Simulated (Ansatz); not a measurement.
**Two runs on Si**

System: Si (2 atoms in the cell).
Method of the first run: DFT LDA, scalar-relativistic, plane waves, PAW, no spin polarisation (Ansatz 0.2.0).

The structure derives from a Materials Project entry. Text and figures count atoms from 1; the logs count them from 0 in places.

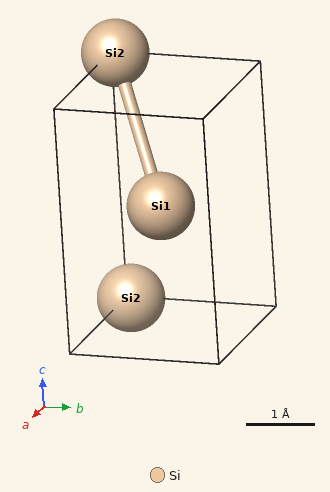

Figure 1. The structure (ball-and-stick view of the cell of the calculation, seen slightly off an axis; bonded neighbours outside the cell are drawn too; atoms are numbered from 1 in the order of the input). An atom can appear more than once, as a periodic image.

### Input, the first run
```yaml
crystal:
  lattice:
    - [-1.6356629409, -1.6356629409, 1.3048122898]
    - [-1.6356629409, 1.6356629409, 1.3048122898]
    - [-3.2713258818, 0.0, -2.6096245796]
  atoms:
    - { symbol: Si, position: [0.453901797, 0.453901797, 0.4939934019] }
    - { symbol: Si, position: [0.046098203, 0.046098203, 0.0060065981] }
basis:
  ecutwfc: 420
kpoints:
  mp_grid: { grid: [24, 24, 14] }
hamiltonian:
  xc: lda
scf:
  occupations: { method: gaussian, width: 0.15 }
output:
  forces: true
  stress: true
  eigenvalues: true
```

Command:
```bash
ansatz run input.yaml --threads 2 --pin off --max-ram 5120MiB --backend cpu --events-out ev --progress --plain --runs-dir out
```

Hardware: 2 threads of Arm Neoverse V2, 24 GiB of memory available, shared host.

### Output, shortened to warnings, some set-up lines, iterations and results (the first run)
```
Basis set: ecut = 420 eV, 543 PW (Γ)
Symmetry: 4 space group operations
k-points: 2114 of 8064
Initial density: superposition of atomic densities (neutral atoms: chi_scale 0, normalization atom), corrected by the library's trained network
[...]
SCF iter   1: F=—  HF=-1216.492815 eV  |F-HF|=—  |Δ(HF+E_count)|=         —  Δρ=4.14e-3  dr2=3.72e-3  ethr=1.77e-3  ⟨swp⟩=5.0  Hψ=130664  notcnv=0
SCF iter   2: F=—  HF=-1216.491770 eV  |F-HF|=—  |Δ(HF+E_count)|=   1.05e-3  Δρ=2.42e-3  dr2=1.35e-3  ethr=4.65e-5  ⟨swp⟩=1.0  Hψ=33843  notcnv=0
SCF iter   3: F=—  HF=-1216.491203 eV  |F-HF|=—  |Δ(HF+E_count)|=   5.67e-4  Δρ=1.21e-4  dr2=7.40e-6  ethr=1.69e-5  ⟨swp⟩=2.0  Hψ=24940  notcnv=0
SCF iter   4: F=—  HF=-1216.491203 eV  |F-HF|=—  |Δ(HF+E_count)|=   1.03e-7  Δρ=1.04e-4  dr2=1.03e-5  ethr=9.25e-8  ⟨swp⟩=2.1  Hψ=23437  notcnv=0
SCF iter   5: F=-1216.491199 eV  HF=-1216.491199 eV  |F-HF|=1.25e-8  |Δ(HF+E_count)|=   3.18e-6  Δρ=8.60e-6  dr2=2.35e-8  ethr=9.25e-8  ⟨swp⟩=2.1  Hψ=22059  notcnv=0
SCF iter   6: F=-1216.491199 eV  HF=-1216.491199 eV  |F-HF|=2.46e-10  |Δ(HF+E_count)|=   5.55e-9  Δρ=1.49e-6  dr2=6.58e-10  ethr=2.94e-10  ⟨swp⟩=2.8  Hψ=64582  notcnv=0
SCF 1 converged in 6 iterations: F = -1216.491199 eV  dr2 = 6.58e-10
SCF converged after 6 iterations
Free energy (F): -1216.491199 eV
Harris-Foulkes:  -1216.491199 eV  (|F-HF|=2.46e-10)
Internal energy: -1216.482084 eV  (E = F + TS)
E sigma→0 (E₀):  -1216.486642 eV
Entropy (-TS):   -0.009116 eV (-4.558 meV/atom)
Fermi energy:    10.914936 eV
--- Per-component energies (eV) ---
  E_band       = 40.942911
  E_kinetic    = 84.668053
  E_local      = 2.963003  (includes V_loc(G=0)·N_el)
  E_nonlocal   = 53.134403
  E_hartree    = 1.364834
  E_xc         = -112.349914
  E_vxc        = -97.746282  (∫ρ·V_xc dr)
  E_paw        = -971.247792  (= ΣΔE_a)
  E_vpaw       = -4.805982  (= ΣTr[D̂ρ^β])
  E_aug_tail   = 0.000013  (compensation charges beyond the density's cutoff)
  E_ewald      = -275.183345
  E_core_change = 0.168661  (= ΣΔE_core)
  E_smearing   = -0.009116  (= −TS)
  E_closure    = 0.000000  (closes the sum)
  Σ components = -1216.491199   (vs F -1216.491199, Δ=0.00e0)
--- Forces (eV/Å), atoms counted from 1 ---
  atom   1  Si    -0.01512180     0.00000000     0.16748338
  atom   2  Si     0.01512180     0.00000000    -0.16748338
  max |Σ_I F_I| component: 2.78e-17 eV/Å
--- Stress (GPa, compression-positive) ---
        0.299476       0.000000       1.473483
        0.000000       0.398045       0.000000
        1.473483       0.000000       3.365269
  P = ⅓ Tr σ = 1.3543 GPa (13.543 kbar)
```

The input of the second run differs as follows (lines with − go, lines with + come):
```diff
-    - { symbol: Si, position: [0.453901797, 0.453901797, 0.4939934019] }
-    - { symbol: Si, position: [0.046098203, 0.046098203, 0.0060065981] }
+    - { symbol: Si, position: [0.5115245507, 0.5115245507, 0.5015016495] }
+    - { symbol: Si, position: [-0.0115245507, -0.0115245507, -0.0015016495] }
```

Predict how the results change.

With the same functional and potentials, the second run lies 10.1 meV per atom lower. The pressure goes from 1.35 to 0.01 GPa. The largest force goes from 0.168 to 0.030 eV/Å. The number of SCF iterations is the same.

### Output, shortened to warnings, some set-up lines, iterations and results (the second run)
```
Basis set: ecut = 420 eV, 543 PW (Γ)
Symmetry: 4 space group operations
k-points: 2114 of 8064
Initial density: superposition of atomic densities (neutral atoms: chi_scale 0, normalization atom), corrected by the library's trained network
[...]
SCF iter   1: F=—  HF=-1216.512953 eV  |F-HF|=—  |Δ(HF+E_count)|=         —  Δρ=3.99e-3  dr2=3.37e-3  ethr=1.77e-3  ⟨swp⟩=5.0  Hψ=126263  notcnv=0
SCF iter   2: F=—  HF=-1216.511938 eV  |F-HF|=—  |Δ(HF+E_count)|=   1.02e-3  Δρ=2.34e-3  dr2=1.23e-3  ethr=4.22e-5  ⟨swp⟩=1.0  Hψ=33844  notcnv=0
SCF iter   3: F=—  HF=-1216.511398 eV  |F-HF|=—  |Δ(HF+E_count)|=   5.40e-4  Δρ=9.10e-5  dr2=2.36e-6  ethr=1.54e-5  ⟨swp⟩=2.0  Hψ=24917  notcnv=0
SCF iter   4: F=—  HF=-1216.511398 eV  |F-HF|=—  |Δ(HF+E_count)|=   1.54e-7  Δρ=5.89e-5  dr2=3.31e-6  ethr=2.95e-8  ⟨swp⟩=2.0  Hψ=25034  notcnv=0
SCF iter   5: F=-1216.511397 eV  HF=-1216.511397 eV  |F-HF|=6.45e-9  |Δ(HF+E_count)|=   1.03e-6  Δρ=6.21e-6  dr2=1.95e-8  ethr=2.95e-8  ⟨swp⟩=2.0  Hψ=22031  notcnv=0
SCF iter   6: F=-1216.511397 eV  HF=-1216.511397 eV  |F-HF|=7.39e-10  |Δ(HF+E_count)|=   2.61e-9  Δρ=1.87e-6  dr2=3.80e-10  ethr=2.44e-10  ⟨swp⟩=2.7  Hψ=62664  notcnv=0
SCF 1 converged in 6 iterations: F = -1216.511397 eV  dr2 = 3.80e-10
SCF converged after 6 iterations
Free energy (F): -1216.511397 eV
Harris-Foulkes:  -1216.511397 eV  (|F-HF|=7.39e-10)
Internal energy: -1216.502475 eV  (E = F + TS)
E sigma→0 (E₀):  -1216.506936 eV
Entropy (-TS):   -0.008922 eV (-4.461 meV/atom)
Fermi energy:    10.940375 eV
--- Per-component energies (eV) ---
  E_band       = 41.172673
  E_kinetic    = 84.360198
  E_local      = 4.004501  (includes V_loc(G=0)·N_el)
  E_nonlocal   = 52.991145
  E_hartree    = 1.098404
  E_xc         = -112.261587
  E_vxc        = -97.635978  (∫ρ·V_xc dr)
  E_paw        = -971.177334  (= ΣΔE_a)
  E_vpaw       = -4.744034  (= ΣTr[D̂ρ^β])
  E_aug_tail   = 0.000013  (compensation charges beyond the density's cutoff)
  E_ewald      = -275.686475
  E_core_change = 0.168661  (= ΣΔE_core)
  E_smearing   = -0.008922  (= −TS)
  E_closure    = -0.000000  (closes the sum)
  Σ components = -1216.511397   (vs F -1216.511397, Δ=0.00e0)
--- Forces (eV/Å), atoms counted from 1 ---
  atom   1  Si     0.02407368     0.00000000    -0.01860618
  atom   2  Si    -0.02407368     0.00000000     0.01860618
  max |Σ_I F_I| component: 3.47e-18 eV/Å
--- Stress (GPa, compression-positive) ---
       -0.272599       0.000000       0.060437
        0.000000      -0.015172       0.000000
        0.060437       0.000000       0.322159
  P = ⅓ Tr σ = 0.0115 GPa (0.115 kbar)
```

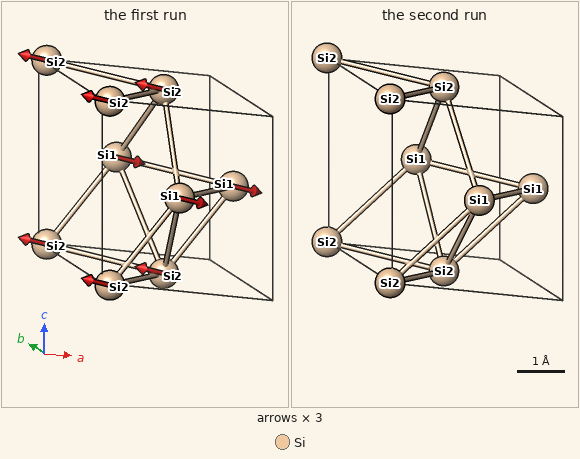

Figure 2. The two input geometries at one scale (ball-and-stick view of the cell 2 times as large as that of the calculation, set on its symmetry axes, seen slightly off an axis). The red arrows on the first give the shifts of the atoms relative to the cell, with their mean removed, magnified 3 times. The largest moves, 0.25 Å, are those of Si1 and Si2. (The mean shift of all atoms is removed.) The lattice vectors keep their values. Among the contacts that change: Si1–Si2 2.839 → 2.559 Å.

### The two runs side by side

```tsv
quantity	the first run	the second run
outcome	converged	converged
free energy per atom (eV)	−608.2456	−608.2557
energy per atom, smearing taken to zero (eV)	−608.2433	−608.2535
gap on the mesh (eV)	0.00	0.00
pressure (GPa)	1.35	0.01
largest force (eV/Å)	0.168	0.030
SCF iterations	6	6
irreducible k-points	2114	2114
plane waves at Γ	543	543
wall time (shared host)	12 s	11 s
```
